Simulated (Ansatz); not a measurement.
**Geometry relaxation, with input and output: C (part 1 of 3)**

C (R-3m, 4 atoms in the cell), computed with DFT r2SCAN, scalar-relativistic, plane waves, PAW, no spin polarisation (Ansatz 0.2.0).

The structure derives from an entry of the Crystallography Open Database.

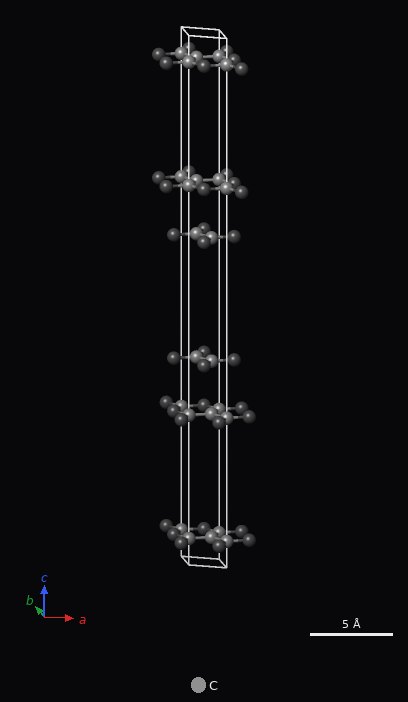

The starting structure (ball-and-stick view of the cell 3 times as large as that of the calculation, set on its symmetry axes, seen slightly off an axis; neighbours outside the cell are drawn fainter). An atom can appear more than once, as a periodic image.

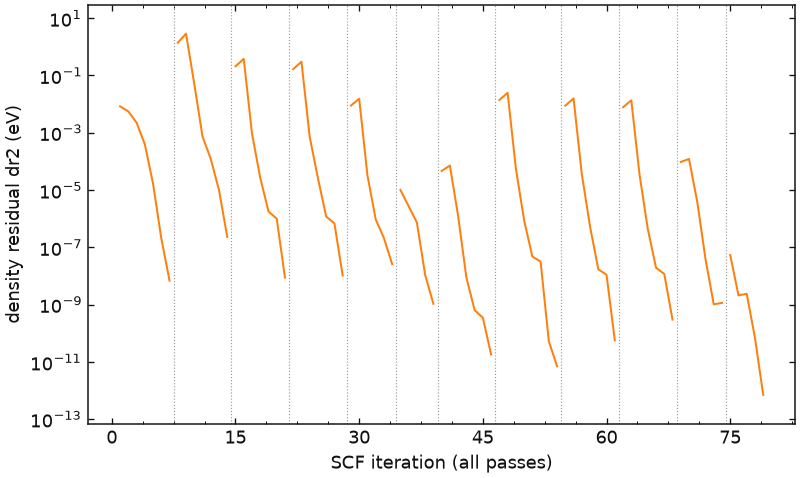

Convergence of the self-consistent field: density residual dr2 against the SCF iteration. The dotted lines part the SCF passes of the relaxation: geometry steps, rejected trials and re-solves on a re-selected basis. The 12 passes take 5 to 8 iterations each, 79 in all.

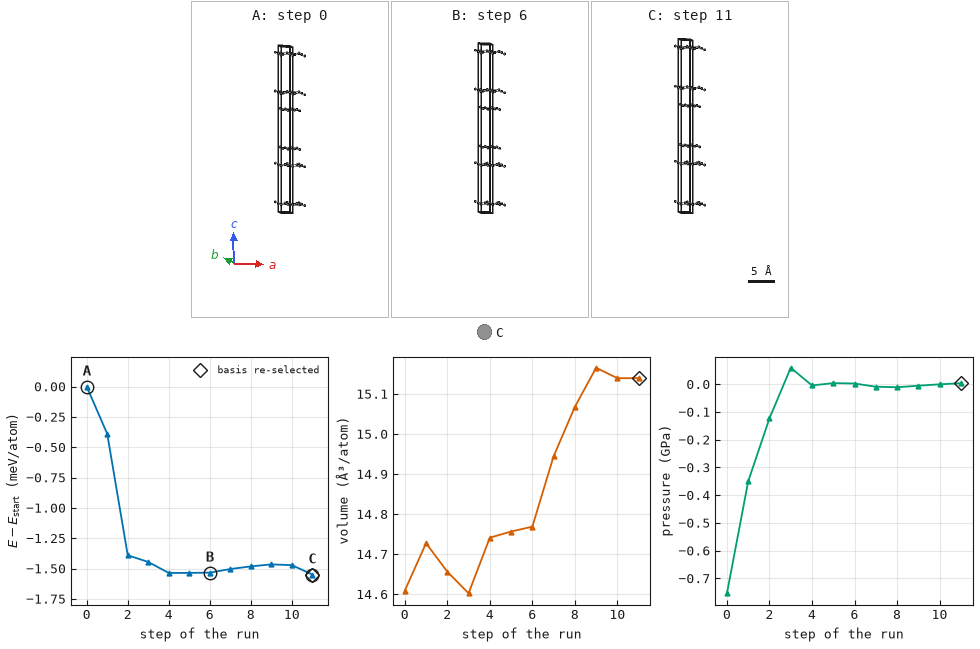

Frames of the relaxation (ball-and-stick view of the cell 3 times as large as that of the calculation, set on its symmetry axes, repeated 2 × 2 × 1, seen slightly off an axis) above the curves, on which the letters mark them (the first geometry is step 0 here and step 1 in the log).

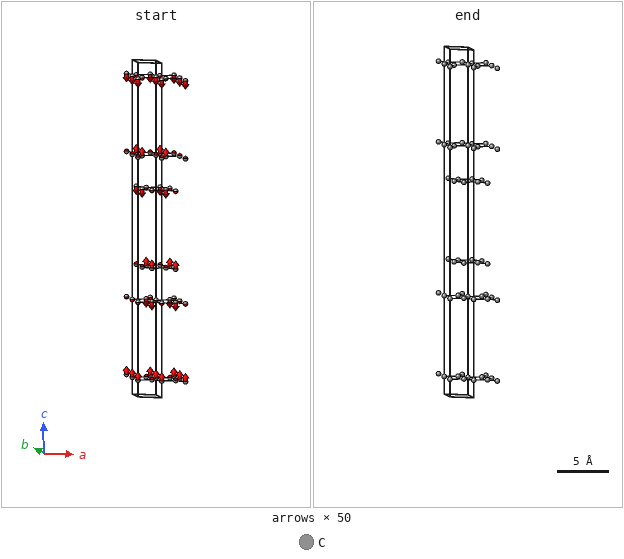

Before (left) and after (right) the relaxation, at one scale (ball-and-stick view of the cell 3 times as large as that of the calculation, set on its symmetry axes, repeated 2 × 2 × 1, seen slightly off an axis). The red arrows give the displacements (without the part carried along by the change of the cell), magnified 50 times. After 10 geometry steps the energy has fallen by 1.5 meV per atom. The largest force component goes from 0.21 to 0.00049 eV/Å. Pressure: −0.75 GPa at the start and 0.00 GPa at the end. The largest moves relative to the cell, 0.018 Å, are those of C1 and C2. Cell: a = b 2.460 → 2.456 Å (−0.2 %), c 33.450 → 34.782 Å (+4.0 %). Volume +3.6 %. The space group stays R-3m (No. 166). A last SCF at the same geometry on a re-selected plane-wave basis shifts the energy by −0.1 meV per atom. (Atoms are counted from 1 in the order of the input.)

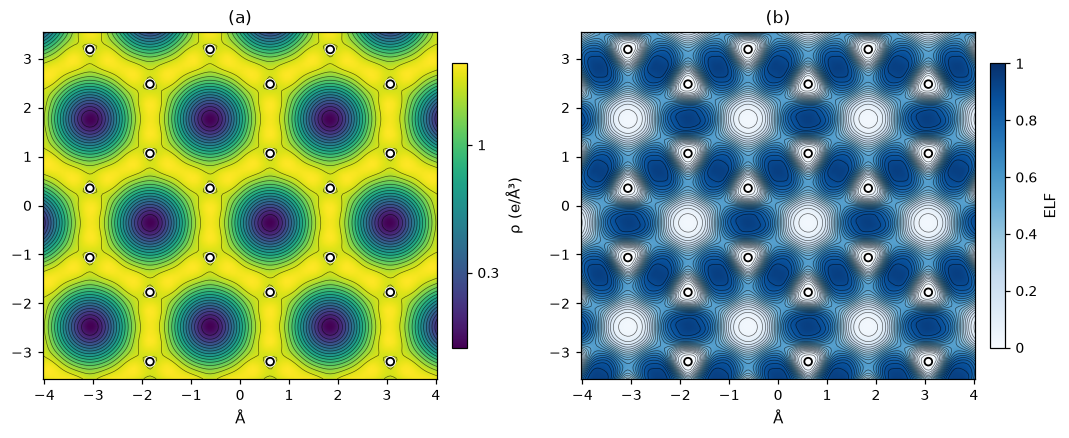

(a) valence pseudo-density; (b) ELF on the (001) plane of the conventional cell. Circles mark the nuclei in the plane (C). The section cuts through C sites. Away from the nuclei the density in this plane falls to 0.15 e/Å³ at its lowest. Core electrons are frozen (PAW), so the fields are smoothed inside the atomic spheres.

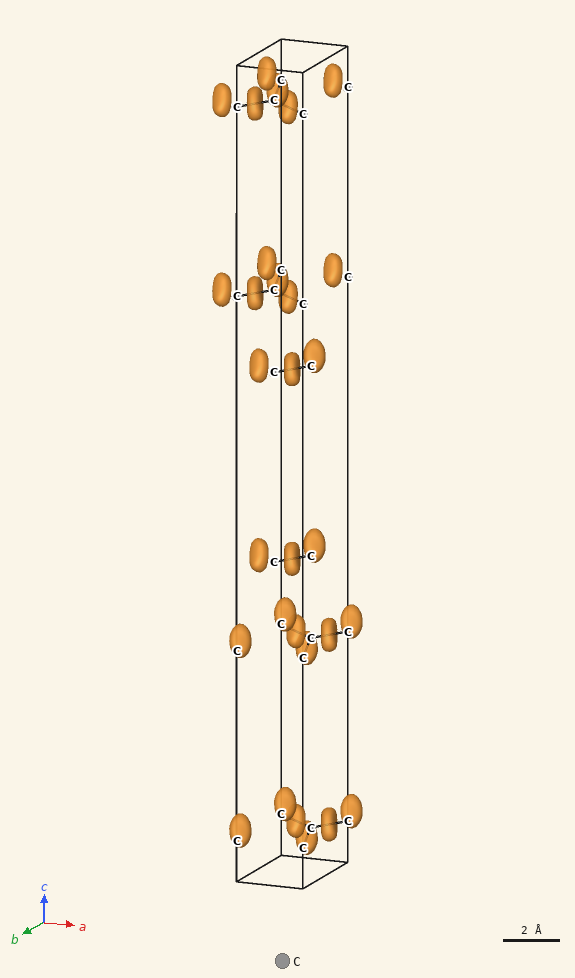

Isosurface of the electron localisation function at 0.8 (orange), seen at an oblique angle. Only the valence region is drawn (cores and ρ < 0.01 e/Å³ removed). Sticks mark near contacts. The outline is the cell set on symmetry axes. Profiles from the grid: C–C (1.42 Å): the ELF peaks at about 0.95 between the atoms (a shared electron pair).

The input and output of the run follow.

### Input
```yaml
crystal:
  lattice:
    - [1.2299994602, 0.7101405194, 11.15]
    - [-1.2299994602, 0.7101405194, 11.15]
    - [0.0, -1.4202810389, 11.15]
  atoms:
    - { symbol: C, position: [0.05, 0.05, 0.05] }
    - { symbol: C, position: [0.95, 0.95, 0.95] }
    - { symbol: C, position: [0.283, 0.283, 0.283] }
    - { symbol: C, position: [0.717, 0.717, 0.717] }
basis:
  ecutwfc: 500
kpoints:
  mp_grid: { grid: [18, 18, 18] }
hamiltonian:
  xc: r2scan
scf:
  occupations: { method: gaussian, width: 0.1 }
output:
  forces: true
  stress: true
  eigenvalues: true
  write_density: true
  write_potential: true
  elf: true
  volumetric_format: npy
relax:
  adjacent_minimum: "off"
  f_tol: 0.005
  max_steps: 80
  cell: { stress_tol: 0.05 }
```

Run as:
```bash
ansatz run input.yaml --threads 2 --pin off --max-ram 5120MiB --backend cpu --events-out ev --progress --plain --runs-dir out
```

### Output
```
basis.fft_grid_basis auto: the FFT boxes are laid along the combinations [[1, -1, 0], [0, 1, 0], [0, -1, 1]] of the cell's own vectors, 2.460, 11.240 and 2.460 Å long. The dense box has 18×90×18 points. Along the cell's own vectors, as sized, it would have 90×90×90, 25.00 times as many. Of the 12 symmetry operations that the crystal satisfies within crystal.symmetry.tolerance (time reversal apart; of a slab, those that keep its plane) the dense box along the cell's own vectors carries 12, and the one as laid loses 8 of those. basis.fft_grid_basis: typed keeps the cell's own vectors: state it where this run's energies or levels are differenced outside the engine with another run's, or held beside a run that keeps those vectors. Those combinations have planes normal to reciprocal vector 3, as the cell's own vectors have. Each planar average written beside output.write_density, output.write_potential has a row for each plane of the box: 18. The volumetric files lie along those combinations, not along the cell's own vectors: a cube or XSF file states them, and fields.json those of NumPy files.
Engine: ansatz 0.2.0, x86_64-unknown-linux-gnu
Pseudopotentials: kind: paw
Pseudopotential: C, paw, valence charge 4, recommended cutoff 500 eV (meta_gga), C.paw.azcp
Functional definition: r2SCAN
  parameter k0 = 0.174
  parameter k1 = 0.065
  parameter a1 = 4.9479
  exchange = r2scan_x(k0 = k0, k1 = k1, a1 = a1)
  correlation = r2scan_c
Crystal: 4 atoms, lattice volume = 58.435 Å³
Basis set: ecut = 500 eV, 1511 PW (Γ), FFT grids on a1−a2, a2, −a2+a3, exchange–correlation on 72×360×72 points (64 copies of the dense FFT grid, shifted against one another)
Bands: 12, of which v1, the nominal top of the filled ones, is band 8 counted from 1 (7 counted from 0)
Symmetry: 12 space group operations
Space group: R-3m (ITA 166), of the structure as read, at distance tolerance 3.9e-5 Å
k-points: 580 of 5832
Non-local potential: C, projectors of the file, l = 0: 2, l = 1: 2, l = 2: 1
PAW form: soft (Blöchl's): semilocal exchange-correlation on the pseudo side does not see the compensation charge
PAW frozen core: C, regenerated for the run's functional (the file was generated under x = pbe(κ = 0.804, μ = 0.2195149727645171), c = pbe(β = 0.06672455060314922))
PAW one-centre angular grid: C, 302 points (default); XC on 239 of its mesh's 2573 points in the sphere
Initial density: superposition of atomic densities (neutral atoms: chi_scale 0, normalization atom), corrected by the library's trained network
Initial wavefunctions: pseudopotential atomic-orbital guess
Functional: x = r2scan, c = r2scan; τ floored in thin density (d = 2e-4 eV/Å³)
SCF iter   1: F=—  HF=-1006.552464 eV  |F-HF|=—  |Δ(HF+E_count)|=         —  Δρ=6.10e-3  dr2=8.38e-3  dr2_τ=8.16e-1  ethr=1.77e-3  ⟨swp⟩=5.8  Hψ=43539  notcnv=0
preconditioner: auto → LDOS  [metal: Δε(μ)=0.000 eV  Ē_g=16.110 eV  σ=0.100 eV  W_gap=0.00  n_scr=6 (ndim 8)  ℏωp=19.4 eV  f_vac=0.398  D(μ)=0.14/eV (n_scr^D=2)  β→1.0]
SCF iter   2: F=—  HF=-1006.633262 eV  |F-HF|=—  |Δ(HF+E_count)|=   8.08e-2  Δρ=1.67e-3  dr2=5.58e-3  dr2_τ=6.38e-5  ethr=5.24e-5  ⟨swp⟩=2.1  Hψ=18617  notcnv=0
SCF iter   3: F=—  HF=-1006.632369 eV  |F-HF|=—  |Δ(HF+E_count)|=   8.93e-4  Δρ=1.03e-3  dr2=2.26e-3  dr2_τ=2.82e-5  ethr=3.49e-5  ⟨swp⟩=2.5  Hψ=13172  notcnv=0
SCF iter   4: F=—  HF=-1006.631858 eV  |F-HF|=—  |Δ(HF+E_count)|=   5.11e-4  Δρ=4.37e-4  dr2=4.01e-4  dr2_τ=1.95e-6  ethr=1.41e-5  ⟨swp⟩=2.0  Hψ=8589  notcnv=0
SCF iter   5: F=—  HF=-1006.631779 eV  |F-HF|=—  |Δ(HF+E_count)|=   7.88e-5  Δρ=7.94e-5  dr2=1.68e-5  dr2_τ=3.54e-7  ethr=2.50e-6  ⟨swp⟩=2.1  Hψ=10469  notcnv=0
SCF iter   6: F=—  HF=-1006.631776 eV  |F-HF|=—  |Δ(HF+E_count)|=   3.50e-6  Δρ=1.42e-5  dr2=2.06e-7  dr2_τ=6.31e-9  ethr=1.05e-7  ⟨swp⟩=2.5  Hψ=10578  notcnv=0
SCF iter   7: F=-1006.631776 eV  HF=-1006.631776 eV  |F-HF|=1.72e-9  |Δ(HF+E_count)|=   3.38e-8  Δρ=3.18e-6  dr2=6.91e-9  dr2_τ=2.56e-10  ethr=6.25e-10  ⟨swp⟩=12.3  Hψ=56819  notcnv=0
SCF 1 converged in 7 iterations: F = -1006.631776 eV  dr2 = 6.91e-9
  greatest PAW one-centre occupation: 0.686 electrons in one spin orbital (limit 2), on the C atom at site 1 (counted from 0), in its partial waves of l = 0
relax step   1: F+E_penalty+E_count = -1006.63177603 eV  Δ(F+E_penalty+E_count) = +0.000e0 eV  max|allowed force component| = 2.126e-1 eV/Å  Δτ_max = 0.0000 Å  P = -0.754 GPa  Ω = 58.435 Å³  (7 SCF iters, dr2 threshold 1.00e-7 eV, accepted)
Crystal: 4 atoms, lattice volume = 58.910 Å³
Basis set: ecut = 500 eV, 1529 PW (Γ), FFT grids on a1−a2, a2, −a2+a3, exchange–correlation on 72×360×72 points (64 copies of the dense FFT grid, shifted against one another)
Initial density: handed on by an earlier stage of this run
Initial wavefunctions: those handed on with the density
SCF iter   1: F=—  HF=-1006.755290 eV  |F-HF|=—  |Δ(HF+E_count)|=         —  Δρ=5.02e-2  dr2=1.39e0  dr2_τ=1.37e0  ethr=3.10e-3  ⟨swp⟩=8.0  Hψ=51290  notcnv=0
preconditioner: auto → LDOS  [metal: Δε(μ)=0.159 eV  Ē_g=15.948 eV  σ=0.100 eV  W_gap=0.49  n_scr=6 (ndim 8)  ℏωp=19.4 eV  f_vac=0.396  D(μ)=0.15/eV (n_scr^D=2)  β→1.0]
SCF iter   2: F=—  HF=-1007.458822 eV  |F-HF|=—  |Δ(HF+E_count)|=   7.04e-1  Δρ=3.32e-2  dr2=2.87e0  dr2_τ=2.74e-2  ethr=3.10e-3  ⟨swp⟩=3.9  Hψ=22613  notcnv=0  defer=2
SCF iter   3: F=—  HF=-1006.639824 eV  |F-HF|=—  |Δ(HF+E_count)|=   8.19e-1  Δρ=5.30e-3  dr2=5.06e-2  dr2_τ=4.50e-4  ethr=3.10e-3  ⟨swp⟩=3.4  Hψ=22049  notcnv=0
SCF iter   4: F=—  HF=-1006.633396 eV  |F-HF|=—  |Δ(HF+E_count)|=   6.43e-3  Δρ=9.77e-4  dr2=7.45e-4  dr2_τ=4.06e-5  ethr=3.16e-4  ⟨swp⟩=2.8  Hψ=14270  notcnv=0
SCF iter   5: F=—  HF=-1006.633354 eV  |F-HF|=—  |Δ(HF+E_count)|=   4.19e-5  Δρ=5.18e-4  dr2=1.22e-4  dr2_τ=1.90e-5  ethr=4.66e-6  ⟨swp⟩=2.0  Hψ=11845  notcnv=0
SCF iter   6: F=—  HF=-1006.633339 eV  |F-HF|=—  |Δ(HF+E_count)|=   1.53e-5  Δρ=1.11e-4  dr2=9.97e-6  dr2_τ=1.35e-6  ethr=7.63e-7  ⟨swp⟩=2.0  Hψ=11509  notcnv=0
SCF iter   7: F=-1006.633336 eV  HF=-1006.633336 eV  |F-HF|=1.61e-7  |Δ(HF+E_count)|=   3.04e-6  Δρ=2.78e-5  dr2=2.31e-7  dr2_τ=1.13e-8  ethr=2.50e-9  ⟨swp⟩=11.9  Hψ=68343  notcnv=0
SCF 2 converged in 7 iterations: F = -1006.633336 eV  dr2 = 2.31e-7
relax step   2: F+E_penalty+E_count = -1006.63333579 eV  Δ(F+E_penalty+E_count) = -1.560e-3 eV  max|allowed force component| = 6.974e-2 eV/Å  Δτ_max = 0.1902 Å  P = -0.350 GPa  Ω = 58.910 Å³  energy of the carried Pulay correction = -1.033e-4 eV  (7 SCF iters, dr2 threshold 4.00e-7 eV, accepted)
Crystal: 4 atoms, lattice volume = 58.625 Å³
Basis set: ecut = 500 eV, 1517 PW (Γ), FFT grids on a1−a2, a2, −a2+a3, exchange–correlation on 72×360×72 points (64 copies of the dense FFT grid, shifted against one another)
iter 1 solved again at ethr=1.27e-3 eV; its pass at ethr=3.10e-3 eV (dr2=2.04e-1 eV) is discarded
```
